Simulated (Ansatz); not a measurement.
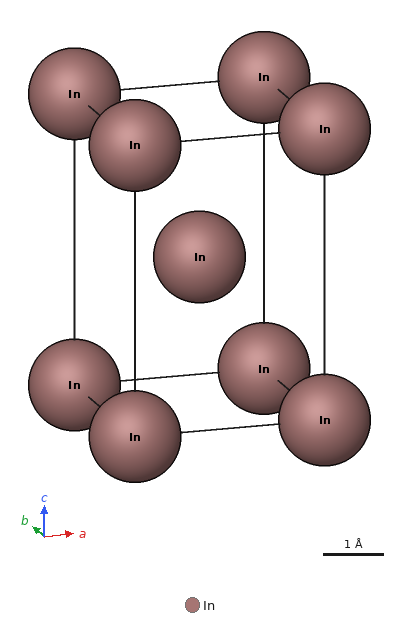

The structure (spheres-only view of the cell 2 times as large as that of the calculation, set on its symmetry axes, seen slightly off an axis).

**Field-gradient calculation of In**

In (I4/mmm, 1 atom in the cell), computed with DFT, LDA, all-electron PAW with datasets made for the crystal, scalar-relativistic, no spin polarisation (Ansatz 0.2.0).

The structure derives from an entry of the Crystallography Open Database. Its volume is 1.06 times that of the source entry. It belongs to a series of runs on one base structure; here: volume scaled by 1.06, crystal datasets.

Log
```
Warning: crystal.symmetry: narrowed to the stabiliser of the k-point mesh — unitary ops 16 → 4; excluded 12 operations that carry a point of the 12×12×14 mesh (shift [0, 0, 0]) off the mesh (the run samples exactly the mesh kpoints.mp_grid names, as under crystal.symmetry.detect: false, and its converged state has the mesh's symmetry, not the crystal's; ε∞, the Born charges and the force constants of a linear response (`dielectric:` by the response, `phonons.method: dfpt`) are averaged over those of the crystal's operations that the state keeps within a tolerance, where `mesh_tensors`, `unaveraged_element` or `gamma_mean_max_change_ev_ang2` stands beside them; a row that `dielectric.field_direction` solves alone is averaged likewise, with nothing beside; a Γ-centred mesh of equal divisions is mapped onto itself by every operation and keeps the whole group, as does a half-shifted one under kpoints.further_shifts: images)
hamiltonian.pseudopotentials.datasets: crystal makes datasets for this crystal and solves the spheres of its atoms anew in each pass: cutoff 240.0 eV, the density's 960.0 eV; recipe dae0e554b8be.33, for an error of 0.50 meV an atom under PBE, 0.5 meV for the cell; an energy difference from a run of another recipe may be off by several times the error for the cell, under r2SCAN by more, where some 0.1 meV an atom stays at smaller errors; In in spheres of 1.376 Å, 13 of its electrons in bands
In: output.efg is read without spin–orbit coupling, which moves field gradients at and beside such atoms by some per cent and up to a factor of two; PAW files take it under magnetization.noncollinear and magnetization.spin_orbit
Engine: ansatz 0.2.0, x86_64-unknown-linux-gnu
Pseudopotentials: kind: all_electron
Pseudopotential: In, paw, valence charge 13, recommended cutoff 240 eV (normal), crystal/all_electron/lda/scalar/gaussian/In, Koelling and Harmon's equation, gaussian nucleus
Functional definition: SPW92
  exchange = slater_x
  correlation = pw_c
Crystal: 1 atoms, lattice volume = 27.738 Å³
Basis set: ecut = 240 eV, 247 PW (Γ)
Bands: 11, of which v1, the nominal top of the filled ones, is band 7 counted from 1 (6 counted from 0)
Symmetry: 4 space group operations
k-points: 554 of 2016
Non-local potential: In, projectors of the file, l = 0: 1, l = 1: 1, l = 2: 2
PAW form: soft (Blöchl's): semilocal exchange-correlation on the pseudo side does not see the compensation charge
PAW one-centre angular grid: In, 590 points (default); XC on its mesh's 1869 points in the sphere
Initial density: superposition of atomic densities (neutral atoms: chi_scale 0, normalization atom)
Initial wavefunctions: pseudopotential atomic-orbital guess
Functional: x = slater, c = lda
iter 1 solved again at ethr=7.84e-4 eV; its pass at ethr=1.00e-1 eV (dr2=1.02e-1 eV) is discarded
SCF iter   1: F=—  HF=-159905.463925 eV  |F-HF|=—  |Δ(HF+E_count)|=         —  Δρ=1.59e-2  dr2=9.59e-2  ethr=7.84e-4  ⟨swp⟩=3.8  Hψ=35468  notcnv=0
preconditioner: auto → none  [metal: Δε(μ)=0.006 eV  Ē_g=18.840 eV  σ=0.050 eV  W_gap=0.03  n_scr=8 (ndim 8)  ℏωp=25.4 eV  f_vac=0.000  D(μ)=0.52/eV (n_scr^D=0)  sad-step TF]
SCF iter   2: F=—  HF=-159905.430242 eV  |F-HF|=—  |Δ(HF+E_count)|=   3.37e-2  Δρ=9.67e-3  dr2=3.71e-2  ethr=7.38e-4  ⟨swp⟩=2.1  Hψ=12230  notcnv=0  defer=2
iter 3 solved again at ethr=2.84e-6 eV; its pass at ethr=2.86e-4 eV (dr2=3.69e-4 eV) is discarded
SCF iter   3: F=—  HF=-159905.408254 eV  |F-HF|=—  |Δ(HF+E_count)|=   2.20e-2  Δρ=1.10e-3  dr2=3.63e-4  ethr=2.84e-6  ⟨swp⟩=2.3  Hψ=26248  notcnv=0  defer=1
SCF iter   4: F=—  HF=-159905.408655 eV  |F-HF|=—  |Δ(HF+E_count)|=   4.01e-4  Δρ=6.73e-4  dr2=7.20e-5  ethr=2.79e-6  ⟨swp⟩=3.0  Hψ=12538  notcnv=0  defer=1
SCF iter   5: F=—  HF=-159905.408771 eV  |F-HF|=—  |Δ(HF+E_count)|=   1.16e-4  Δρ=1.05e-4  dr2=4.01e-6  ethr=5.54e-7  ⟨swp⟩=3.0  Hψ=10669  notcnv=0
SCF iter   6: F=—  HF=-159905.408765 eV  |F-HF|=—  |Δ(HF+E_count)|=   6.68e-6  Δρ=2.73e-5  dr2=2.28e-7  ethr=3.08e-8  ⟨swp⟩=3.0  Hψ=13423  notcnv=0
SCF iter   7: F=-159905.408764 eV  HF=-159905.408764 eV  |F-HF|=1.80e-9  |Δ(HF+E_count)|=   3.26e-7  Δρ=2.34e-6  dr2=1.20e-9  ethr=1.75e-9  ⟨swp⟩=3.0  Hψ=13424  notcnv=0
SCF 1 converged in 7 iterations: F = -159905.408764 eV  dr2 = 1.20e-9
  Residual-converged pass: ⟨swp⟩=2.0  Hψ=9424  notcnv=0  max |occ|·‖R‖ = 3.7e-6 eV (tolerance 3.7e-6 eV)  dr2=1.15e-9  dr2_onsite=3.10e-9  max |Δocc| = 1.3e-10
  greatest PAW one-centre occupation: 0.979 electrons in one spin orbital (limit 2), on the In atom at site 0 (counted from 0), in its partial waves of l = 2
```

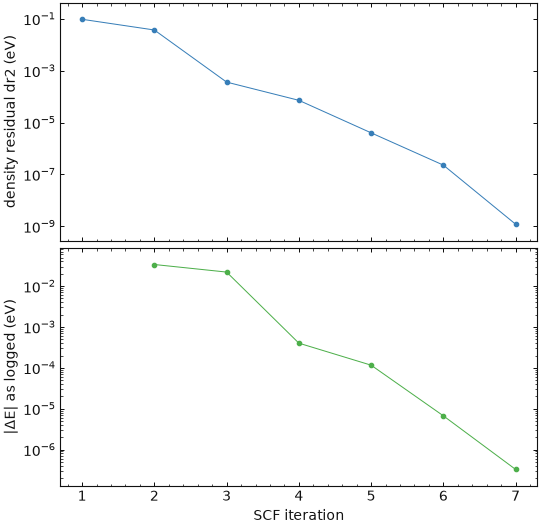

Convergence of the self-consistent field: density residual dr2 and size of the energy change against the SCF iteration. The residual falls at every step.

```
SCF converged after 7 iterations
Free energy (F): -159905.408764 eV
Harris-Foulkes:  -159905.408764 eV  (|F-HF|=1.80e-9)
Internal energy: -159905.404578 eV  (E = F + TS)
E sigma→0 (E₀):  -159905.406671 eV
Entropy (-TS):   -0.004186 eV (-4.186 meV/atom)
Past the cutoff: the bands carry plane waves up to 1.75 times it, of which those up to 1.5 times it add -0.000506 eV an atom, each by itself; the spheres take 0.001049 eV an atom off the energy for waves past 1.75 times it
By the cutoff:   a pressure is off by up to 0.011 GPa (1.2 times the spheres' own share and the shells' term, over an atom's volume, and 0.004 GPa: a bound that held against runs at twice the plane waves)
Past the cutoffs: a stress includes 0.0022 GPa for waves and charges beyond them, in addition to the slope of what the spheres take
In the spheres:  the bands' charges fall short by 5.2e-6 e at most (sound up to 1e-3)
Fermi energy:    12.144435 eV
--- Per-component energies (eV) ---
  E_band       = 3.560261
  E_kinetic    = 97.653784
  E_local      = -874.563705  (includes V_loc(G=0)·N_el)
  E_nonlocal   = 275.510143
  E_hartree    = 412.706500
  E_xc         = -48.800031
  E_vxc        = -56.979525  (∫ρ·V_xc dr)
  E_paw        = -161258.358133  (= ΣΔE_a)
  E_vpaw       = -2914.750331  (= ΣTr[D̂ρ^β])
  E_ewald      = -1160.831489
  E_smearing   = -0.004186  (= −TS)
  E_closure    = 2651.278352  (closes the sum)
  Σ components = -159905.408764   (vs F -159905.408764, Δ=0.00e0)
  The terms above E_closure are by the made datasets' own strengths, without shells solved beside the bands.
--- Forces (eV/Å), atoms counted from 1 ---
  atom   1  In     0.00000000     0.00000000     0.00000000
  max |Σ_I F_I| component: 1.48e-31 eV/Å
--- Stress (GPa, compression-positive) ---
       -4.471747      -0.065010       0.095425
       -0.065010      -4.471747       0.095425
        0.095425       0.095425      -4.034564
  P = ⅓ Tr σ = -4.3260 GPa (-43.260 kbar)
--- PAW observables at the nuclei: V_zz in 10²¹ V/m², potentials from the cell's mean, atoms counted from 1 ---
  atom   1  In V_zz =    +1.714831   η = 0.0789   by run symmetry: allowed
            electrostatic potential = -7935.045351 V   contact ρ = 1128457.430434 e/Å³
--- Band table (eV; the first three rows and the last of 554) ---
  k-point 0: bands = ["-2.3382", "-2.2447", "-2.2444", "-2.1740", "-2.0846", "3.0082", "22.0823", "22.0827", "22.2106"]
  k-point 1: bands = ["-2.3190", "-2.2545", "-2.2332", "-2.1691", "-2.0924", "3.1571", "21.2330", "21.4000", "21.5373"]
  k-point 2: bands = ["-2.2828", "-2.2641", "-2.2004", "-2.1657", "-2.1060", "3.6061", "19.7620", "19.9881", "20.3830"]
  k-point 553: bands = ["-2.4870", "-2.3747", "-1.9946", "-1.9668", "-1.9665", "9.1026", "9.7509", "16.7092", "16.7095"]
```

The run was set up as follows.

The input
```yaml
crystal:
  lattice:
    - [-1.6580433912, 1.6580433912, 2.522471142]
    - [1.6580433912, -1.6580433912, 2.522471142]
    - [1.6580433912, 1.6580433912, -2.522471142]
  atoms:
    - { symbol: In, position: [0.0, 0.0, 0.0] }
kpoints:
  mp_grid: { grid: [12, 12, 14] }
scf:
  occupations: { method: fermi_dirac, width: 0.05 }
hamiltonian:
  xc: lda
  pseudopotentials: { kind: all_electron, datasets: crystal }
output:
  forces: true
  stress: true
  eigenvalues: true
  efg: { contact_densities: true }
```

Command:
```bash
ansatz run input.yaml --threads 1 --pin off --max-ram 3072MiB --backend cpu --events-out ev --progress --plain --runs-dir out
```

Results in brief

```json
{"quantity": "outcome", "value": "converged"}
{"quantity": "space group (tolerance 0.01 Å)", "value": "I4/mmm (139)"}
{"quantity": "electrons in bands (core shells apart)", "value": "13"}
{"quantity": "free energy", "value": "−159905.4088 eV"}
{"quantity": "Fermi energy", "value": "12.144 eV"}
{"quantity": "pressure", "value": "−4.33 GPa"}
{"quantity": "field gradient V_zz (10²¹ V/m²)", "value": "In 1.71"}
{"quantity": "largest force (length of the vector)", "value": "under 0.001 eV/Å"}
{"quantity": "hardware", "value": "1 thread of Intel Xeon (Sapphire Rapids), 64 GiB of memory available, shared host"}
{"quantity": "wall time", "value": "17 s"}
{"quantity": "peak memory", "value": "0.61 GiB"}
```

Remarks

The program warns: the field gradients leave out spin–orbit coupling; the k-point mesh lowers the symmetry that the run can use.
